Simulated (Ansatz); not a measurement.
Input file:

```
crystal:
  lattice:
    - [0.0, 2.0202759106, 2.2614527767]
    - [2.0202759106, 0.0, 2.2614527767]
    - [2.0202759106, 2.0202759106, 0.0]
  atoms:
    - { symbol: Li, position: [0.0, 0.0, 0.0] }
    - { symbol: H, position: [0.25, 0.25, 0.25] }
kpoints:
  mp_grid: { grid: [8, 8, 8] }
  band_path:
    path:
      - [0.0, 0.0, 0.0]
      - [-0.5, -0.5, 0.0]
      - [-0.375, -0.375, 0.25]
      - [-0.375, 0.0, 0.375]
      - [0.0, 0.0, 0.5]
      - [-0.5, -0.25, 0.25]
      - [-0.15, -0.075, 0.425]
      - [0.25, -0.25, -0.5]
    npoints: 1
hamiltonian:
  xc: hse06
scf:
  occupations: { method: fixed }
  n_extra_bands: 4
output:
  forces: true
  stress: true
  eigenvalues: true
  write_density: true
  write_potential: true
  elf: true
  volumetric_format: npy
```

Launched as:

```sh
ansatz run input.yaml --threads 4 --pin off --max-ram 3686MiB --backend cpu --events-out ev --progress --plain --runs-dir out
```

Below, planes, directions and counts refer to the conventional cell (a = 2.86 Å, b = 2.86 Å, c = 4.52 Å, α = 90.00°, β = 90.00°, γ = 90.00°).

Space group I-4m2; started from the zincblende prototype, which need not be the ambient phase; changed on purpose from its base cell (epitaxial xy strain -5.8%).

These are results of DFT, HSE06, plane waves, PAW (Ansatz), not measurements.

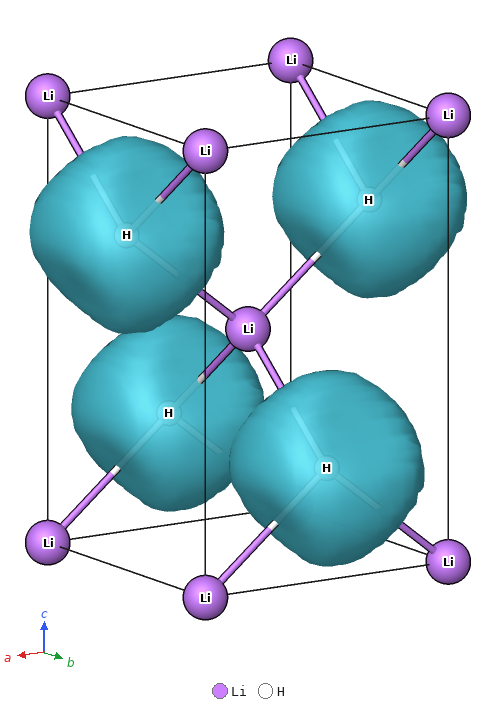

LiH. Isosurface of the electron localisation function at 0.9 (cyan), seen at an oblique angle. Only the valence region is drawn (cores and ρ < 0.01 e/Å³ removed). Sticks mark near contacts.

### Where are the electrons localised?

The ELF exceeds this value in two regions around hydrogen nuclei, counted in one cell of 4 atoms. Regions shared between cells count once. Along the contacts the grid gives the following. Li–H (1.82 Å): the ELF climbs to about 1 towards the hydrogen: an ionic contact to a hydride ion.

### Does the calculation make it a metal, or give it a gap?

It is gapped, with a Kohn–Sham gap of 5.1 eV on the k-point mesh, an upper bound to the gap of this method.
